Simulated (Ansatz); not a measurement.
# Geometry relaxation of C (part 2 of 2)

The same run, continued: C (Fd-3m, 2 atoms in the cell); DFT, RPBE, plane waves, PAW, no spin polarisation (Ansatz 0.2.0); cutoff 420 eV, 14×14×14 k-mesh, Fermi–Dirac smearing of 0.02 eV. The structure was built on a prototype by a generator; it need not be a known phase.

Geometry of the input (Å; fractional positions):
```
0.0000  2.0104  2.0104
2.0104  0.0000  2.0104
2.0104  2.0104  0.0000
C  -0.1250  -0.1250  -0.1250
C  0.1250  0.1250  0.1250
```

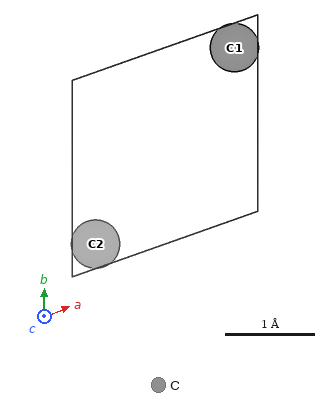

The geometry at step 3 of the log (ball-and-stick view of the cell of the calculation, along the c axis; atoms are numbered from 1 in the order of the input).

### Output, continued
```
relax step   6: F+E_penalty+E_count = -504.09932147 eV  Δ(F+E_penalty+E_count) = +5.556e-3 eV  max|allowed force component| = 6.014e-17 eV/Å  Δτ_max = 0.0000 Å  P = -0.668 GPa  Ω = 11.572 Å³  stress off target by 6.68e-1 GPa  SCF on the basis re-selected at this cell (its energy is not comparable with the rows above)  (6 SCF iters)
basis re-selected at this cell: Δ(F+E_penalty+E_count) = +5.556e-3 eV, ΔP = -0.685 GPa vs the last step (what re-selecting the basis moved, of the pressure what is left beyond the Pulay correction that the steps carried, after the strain that the cell walked since its last selection, with what the two solves' SCF thresholds leave and, on support functions, any second-order correction that the steps lacked; it is no measure of the basis error at this ecutwfc). The dense FFT grid was sized anew with the basis: this SCF ran on 18×18×18 points, the steps before it on 20×20×20, so part of this shift can come from that change (see relax.cell in the input reference). This SCF's stress stands 6.68e-1 GPa from its target on what of the cell is left free (relax.cell.stress_tol is 5.00e-2 GPa) and its largest allowed force component is 6.01e-17 eV/Å (relax.f_tol is 5.00e-3 eV/Å): not within both, so this SCF does not close the relaxation
Crystal: 2 atoms, lattice volume = 11.554 Å³
iter 1 solved again at ethr=1.82e-7 eV; its pass at ethr=3.10e-3 eV (dr2=1.46e-5 eV) is discarded
SCF iter   1: F=—  HF=-504.099464 eV  |F-HF|=—  |Δ(HF+E_count)|=         —  Δρ=3.79e-4  dr2=1.42e-5  ethr=1.82e-7  ⟨swp⟩=1.0  Hψ=5942  notcnv=0
preconditioner: auto → none  [insulator: Δε(μ)=4.097 eV  Ē_g=19.428 eV  σ=0.020 eV  W_gap=1.00  n_scr=0 (ndim 8)  ℏωp=30.9 eV  f_vac=0.000  D(μ)=0.00/eV (n_scr^D=0)  ε∞_Penn≈3.5]
SCF iter   2: F=—  HF=-504.099461 eV  |F-HF|=—  |Δ(HF+E_count)|=   3.31e-6  Δρ=1.60e-4  dr2=2.67e-6  ethr=1.78e-7  ⟨swp⟩=1.0  Hψ=832  notcnv=0
iter 3 did not close the SCF: its close was put off for the readings that it lacked (scf_convergence_deferred on its scf_iter line)
SCF iter   3: F=-504.099460 eV  HF=-504.099460 eV  |F-HF|=1.77e-8  |Δ(HF+E_count)|=   4.11e-7  Δρ=1.31e-5  dr2=1.15e-8  ethr=3.33e-8  ⟨swp⟩=2.0  Hψ=1248  notcnv=0
iter 4 did not close the SCF: its close was put off for the readings that it lacked (scf_convergence_deferred on its scf_iter line)
SCF iter   4: F=-504.099460 eV  HF=-504.099460 eV  |F-HF|=1.47e-10  |Δ(HF+E_count)|=   2.03e-8  Δρ=2.14e-6  dr2=4.28e-10  ethr=1.44e-10  ⟨swp⟩=2.0  Hψ=1245  notcnv=0
iter 5 did not close the SCF: its close was put off for the readings that it lacked (scf_convergence_deferred on its scf_iter line)
SCF iter   5: F=-504.099460 eV  HF=-504.099460 eV  |F-HF|=7.96e-13  |Δ(HF+E_count)|=  1.09e-10  Δρ=1.67e-7  dr2=1.90e-12  ethr=5.35e-12  ⟨swp⟩=2.0  Hψ=1245  notcnv=0
SCF iter   6: F=-504.099460 eV  HF=-504.099460 eV  |F-HF|=5.68e-14  |Δ(HF+E_count)|=  1.14e-12  Δρ=8.42e-9  dr2=3.60e-15  ethr=1.00e-12  ⟨swp⟩=1.0  Hψ=2080  notcnv=0
SCF 7 converged in 6 iterations: F = -504.099460 eV  dr2 = 3.60e-15
relax step   7: F+E_penalty+E_count = -504.09946042 eV  Δ(F+E_penalty+E_count) = -1.390e-4 eV  max|allowed force component| = 1.203e-16 eV/Å  Δτ_max = 0.0000 Å  P = +0.004 GPa  Ω = 11.554 Å³  energy of the carried Pulay correction = +1.010e-4 eV  (6 SCF iters, dr2 threshold 2.00e-7 eV, accepted)
iter 1 solved again at ethr=2.29e-8 eV; its pass at ethr=3.10e-3 eV (dr2=1.83e-6 eV) is discarded
SCF iter   1: F=—  HF=-504.099397 eV  |F-HF|=—  |Δ(HF+E_count)|=         —  Δρ=8.17e-6  dr2=1.09e-9  ethr=2.29e-8  ⟨swp⟩=3.5  Hψ=8085  notcnv=0
preconditioner: auto → none  [insulator: Δε(μ)=4.096 eV  Ē_g=19.429 eV  σ=0.020 eV  W_gap=1.00  n_scr=0 (ndim 8)  ℏωp=30.9 eV  f_vac=0.000  D(μ)=0.00/eV (n_scr^D=0)  ε∞_Penn≈3.5]
SCF iter   2: F=—  HF=-504.099397 eV  |F-HF|=—  |Δ(HF+E_count)|=   2.67e-7  Δρ=4.10e-6  dr2=2.51e-10  ethr=1.36e-11  ⟨swp⟩=2.2  Hψ=1246  notcnv=0
iter 3 did not close the SCF: its close was put off for the readings that it lacked (scf_convergence_deferred on its scf_iter line)
SCF iter   3: F=-504.099397 eV  HF=-504.099397 eV  |F-HF|=2.73e-12  |Δ(HF+E_count)|=  8.19e-10  Δρ=1.97e-7  dr2=8.76e-13  ethr=3.14e-12  ⟨swp⟩=2.0  Hψ=1245  notcnv=0
iter 4 did not close the SCF: its close was put off for the readings that it lacked (scf_convergence_deferred on its scf_iter line)
SCF iter   4: F=-504.099397 eV  HF=-504.099397 eV  |F-HF|=1.14e-13  |Δ(HF+E_count)|=  3.07e-12  Δρ=7.34e-9  dr2=1.54e-15  ethr=1.00e-12  ⟨swp⟩=1.0  Hψ=832  notcnv=0
iter 5 did not close the SCF: its close was put off for the readings that it lacked (scf_convergence_deferred on its scf_iter line)
SCF iter   5: F=-504.099397 eV  HF=-504.099397 eV  |F-HF|=1.14e-13  |Δ(HF+E_count)|=  1.14e-13  Δρ=1.67e-9  dr2=1.16e-16  ethr=1.00e-12  ⟨swp⟩=1.0  Hψ=832  notcnv=0
iter 6 did not close the SCF: its close was put off for the readings that it lacked (scf_convergence_deferred on its scf_iter line)
SCF iter   6: F=-504.099397 eV  HF=-504.099397 eV  |F-HF|=2.84e-13  |Δ(HF+E_count)|=  5.68e-14  Δρ=3.68e-10  dr2=3.05e-18  ethr=1.00e-12  ⟨swp⟩=1.0  Hψ=832  notcnv=0
SCF iter   7: F=-504.099397 eV  HF=-504.099397 eV  |F-HF|=0.00e0  |Δ(HF+E_count)|=  1.71e-13  Δρ=7.83e-11  dr2=1.40e-19  ethr=1.00e-12  ⟨swp⟩=1.3  Hψ=2118  notcnv=0
SCF 8 converged in 7 iterations: F = -504.099397 eV  dr2 = 1.40e-19
relax step   8: F+E_penalty+E_count = -504.09939701 eV  Δ(F+E_penalty+E_count) = +6.341e-5 eV  max|allowed force component| = 1.758e-16 eV/Å  Δτ_max = 0.0000 Å  P = -0.006 GPa  Ω = 11.554 Å³  stress off target by 6.01e-3 GPa  SCF on the basis re-selected at this cell (its energy is not comparable with the rows above)  (7 SCF iters)
```

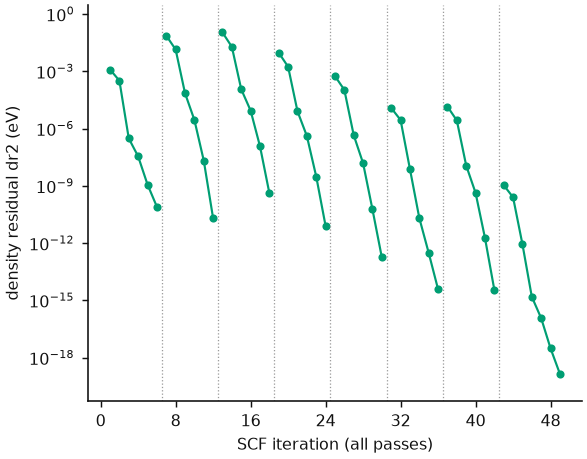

Convergence of the self-consistent field: density residual dr2 against the SCF iteration. The dotted lines part the SCF passes of the relaxation: geometry steps, rejected trials and re-solves on a re-selected basis. The 8 passes take 6 to 7 iterations each, 49 in all.

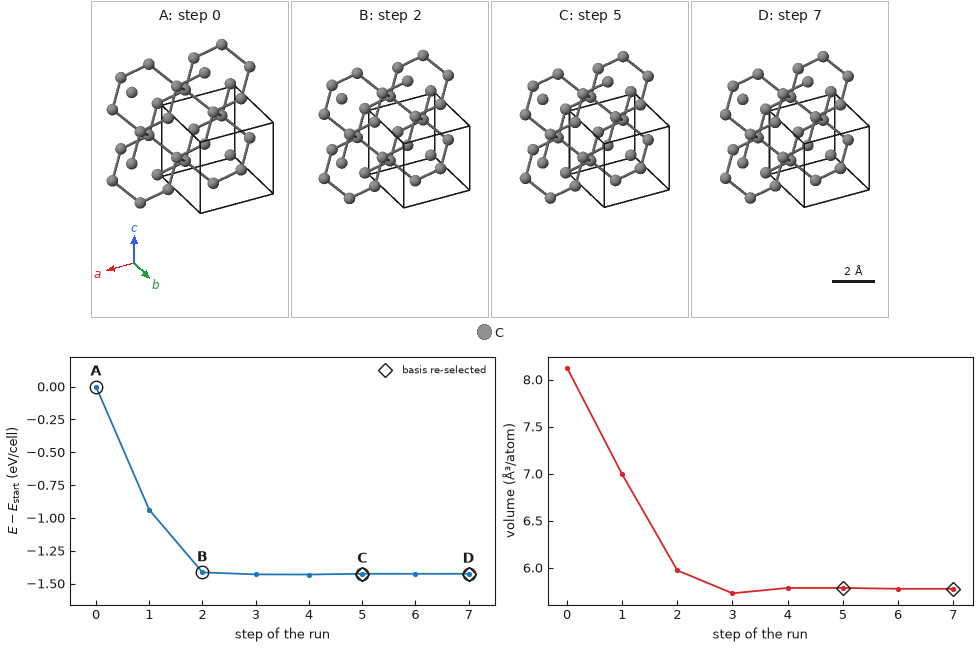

Frames of the relaxation (ball-and-stick view of the cell 4 times as large as that of the calculation, set on its symmetry axes, repeated 2 × 1 × 2, seen at an oblique angle) above the curves, on which the letters mark them (the first geometry is step 0 here and step 1 in the log).

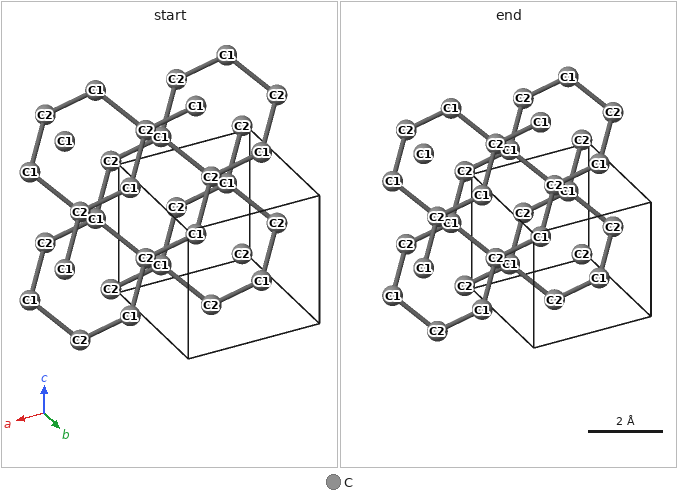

Before (left) and after (right) the relaxation, at one scale (ball-and-stick view of the cell 4 times as large as that of the calculation, set on its symmetry axes, repeated 2 × 1 × 2, seen at an oblique angle). Over 5 geometry steps the energy falls by 1.426 eV per cell of the calculation. All forces vanish by symmetry, so only the cell relaxes. The pressure goes from −73.34 to −0.01 GPa. The basis was re-selected once at an unchanged geometry, which shifts the energy a little without any move. No atom moves by more than 0.005 Å relative to the cell. The drawn cell changes as follows: a = b = c 4.021 → 3.589 Å (−10.7 %); the volume changes by −28.9 %. Among the contacts that change: C1–C2 1.741 → 1.554 Å. The space group stays Fd-3m (No. 227). The energy change given includes the shifts at the re-selections in mid-walk, which come without any move. A last SCF at the same geometry on a re-selected plane-wave basis shifts the energy by +0.1 meV per cell of the calculation. (Atoms are counted from 1 in the order of the input.)

```
basis re-selected at this cell: Δ(F+E_penalty+E_count) = +6.341e-5 eV, ΔP = -0.010 GPa vs the last step (what re-selecting the basis moved, of the pressure what is left beyond the Pulay correction that the steps carried, after the strain that the cell walked since its last selection, with what the two solves' SCF thresholds leave and, on support functions, any second-order correction that the steps lacked; it is no measure of the basis error at this ecutwfc). This SCF's stress stands 6.01e-3 GPa from its target on what of the cell is left free (relax.cell.stress_tol is 5.00e-2 GPa) and its largest allowed force component is 1.76e-16 eV/Å (relax.f_tol is 5.00e-3 eV/Å): within both
SCF converged after 7 iterations
Free energy (F): -504.099397 eV
Harris-Foulkes:  -504.099397 eV  (|F-HF|=0.00e0)
Internal energy: -504.099397 eV  (E = F + TS)
E sigma→0 (E₀):  -504.099397 eV
Fermi energy:    15.151638 eV
--- Per-component energies (eV) ---
  E_band       = 33.642813
  E_kinetic    = 183.144704
  E_local      = -122.392404  (includes V_loc(G=0)·N_el)
  E_nonlocal   = 51.917757
  E_hartree    = 26.978713
  E_xc         = -97.309820
  E_vxc        = -120.674841  (∫ρ·V_xc dr)
  E_paw        = -200.569460  (= ΣΔE_a)
  E_vpaw       = -12.309848  (= ΣTr[D̂ρ^β])
  E_aug_tail   = 0.000019  (compensation charges beyond the density's cutoff)
  E_ewald      = -345.839277
  E_core_change = -0.029629  (= ΣΔE_core)
  E_smearing   = -0.000000  (= −TS)
  E_closure    = 0.000000  (closes the sum)
  Σ components = -504.099397   (vs F -504.099397, Δ=0.00e0)
--- Forces (eV/Å), atoms counted from 1 ---
  atom   1  C      0.00000000    -0.00000000    -0.00000000
  atom   2  C     -0.00000000    -0.00000000     0.00000000
  max |Σ_I F_I| component: 1.53e-16 eV/Å
--- Stress (GPa, compression-positive) ---
       -0.006006      -0.000000      -0.000000
       -0.000000      -0.006006      -0.000000
       -0.000000      -0.000000      -0.006006
  P = ⅓ Tr σ = -0.0060 GPa (-0.060 kbar)
--- Relaxed structure (6 steps of the walk, 6 accepted, 2 SCFs on fresh bases) ---
  F+E_penalty+E_count = -504.09939701 eV   max|allowed force component| = 1.758e-16 eV/Å   (the final SCF, on the basis selected at the relaxed cell)
  cell:  # Å, volume = 11.5538 Å³
    - [-1.4756681734792967e-33, 1.7943128432035051, 1.7943128432035051]
    - [1.7943128432035051, -4.557962877401876e-34, 1.7943128432035051]
    - [1.7943128432035051, 1.7943128432035051, -7.961518801400005e-37]
  atoms:
    - { symbol: C, position: [-0.12499999999999999, -0.12499999999999999, -0.12499999999999999] }
    - { symbol: C, position: [0.12499999999999999, 0.12499999999999999, 0.12499999999999999] }
```

### Trajectory as extended XYZ (Å, eV, eV/Å), 8 frames, from step=1 to step=8
```
2
Lattice="0.0000 2.0104 2.0104 2.0104 0.0000 2.0104 2.0104 2.0104 0.0000" Properties=species:S:1:pos:R:3:forces:R:3 step=1 energy=-502.67396 pressure_GPa=-73.34
C    -0.5026   -0.5026   -0.5026    0.0000   0.0000   0.0000
C     0.5026    0.5026    0.5026    0.0000   0.0000   0.0000
2
Lattice="0.0000 1.9124 1.9124 1.9124 0.0000 1.9124 1.9124 1.9124 0.0000" Properties=species:S:1:pos:R:3:forces:R:3 step=2 energy=-503.61198 pressure_GPa=-55.07
C    -0.4781   -0.4781   -0.4781    0.0000   0.0000   0.0000
C     0.4781    0.4781    0.4781    0.0000   0.0000   0.0000
2
Lattice="0.0000 1.8144 1.8144 1.8144 0.0000 1.8144 1.8144 1.8144 0.0000" Properties=species:S:1:pos:R:3:forces:R:3 step=3 energy=-504.08843 pressure_GPa=-12.44
C    -0.4536   -0.4536   -0.4536    0.0000   0.0000   0.0000
C     0.4536    0.4536    0.4536    0.0000   0.0000   0.0000
2
Lattice="0.0000 1.7893 1.7893 1.7893 0.0000 1.7893 1.7893 1.7893 0.0000" Properties=species:S:1:pos:R:3:forces:R:3 step=4 energy=-504.10388 pressure_GPa=4.22
C    -0.4473   -0.4473   -0.4473    0.0000   0.0000   0.0000
C     0.4473    0.4473    0.4473    0.0000   0.0000   0.0000
2
Lattice="0.0000 1.7953 1.7953 1.7953 0.0000 1.7953 1.7953 1.7953 0.0000" Properties=species:S:1:pos:R:3:forces:R:3 step=5 energy=-504.10488 pressure_GPa=0.02
C    -0.4488   -0.4488   -0.4488    0.0000   0.0000   0.0000
C     0.4488    0.4488    0.4488    0.0000   0.0000   0.0000
2
Lattice="0.0000 1.7953 1.7953 1.7953 0.0000 1.7953 1.7953 1.7953 0.0000" Properties=species:S:1:pos:R:3:forces:R:3 step=6 energy=-504.09932 pressure_GPa=-0.67
C    -0.4488   -0.4488   -0.4488    0.0000   0.0000   0.0000
C     0.4488    0.4488    0.4488    0.0000   0.0000   0.0000
2
Lattice="0.0000 1.7943 1.7943 1.7943 0.0000 1.7943 1.7943 1.7943 0.0000" Properties=species:S:1:pos:R:3:forces:R:3 step=7 energy=-504.09946 pressure_GPa=0.00
C    -0.4486   -0.4486   -0.4486    0.0000   0.0000   0.0000
C     0.4486    0.4486    0.4486    0.0000   0.0000   0.0000
2
Lattice="0.0000 1.7943 1.7943 1.7943 0.0000 1.7943 1.7943 1.7943 0.0000" Properties=species:S:1:pos:R:3:forces:R:3 step=8 energy=-504.09940 pressure_GPa=-0.01
C    -0.4486   -0.4486   -0.4486    0.0000   0.0000   0.0000
C     0.4486    0.4486    0.4486    0.0000   0.0000   0.0000
```

### Key numbers

```json
{"quantity": "outcome", "value": "converged"}
{"quantity": "space group (tolerance 0.01 Å)", "value": "Fd-3m (227)"}
{"quantity": "electrons treated", "value": "8"}
{"quantity": "free energy", "value": "−504.0994 eV"}
{"quantity": "Fermi energy", "value": "15.152 eV"}
{"quantity": "pressure", "value": "−0.01 GPa"}
{"quantity": "final volume", "value": "11.55 Å³"}
{"quantity": "largest force (length of the vector) at the end", "value": "under 0.001 eV/Å"}
{"quantity": "final cell", "value": "a = 2.538 Å, b = 2.538 Å, c = 2.538 Å, α = 60.00°, β = 60.00°, γ = 60.00°"}
{"quantity": "hardware", "value": "2 threads of Arm Neoverse V1, 24 GiB of memory available, shared host"}
{"quantity": "wall time", "value": "4.3 s (CPU time 7.9 s)"}
{"quantity": "peak memory", "value": "0.27 GiB"}
```

Settings chosen away from the usual ones: hamiltonian.xc = "rpbe", scf.algorithm = "density_mixing".
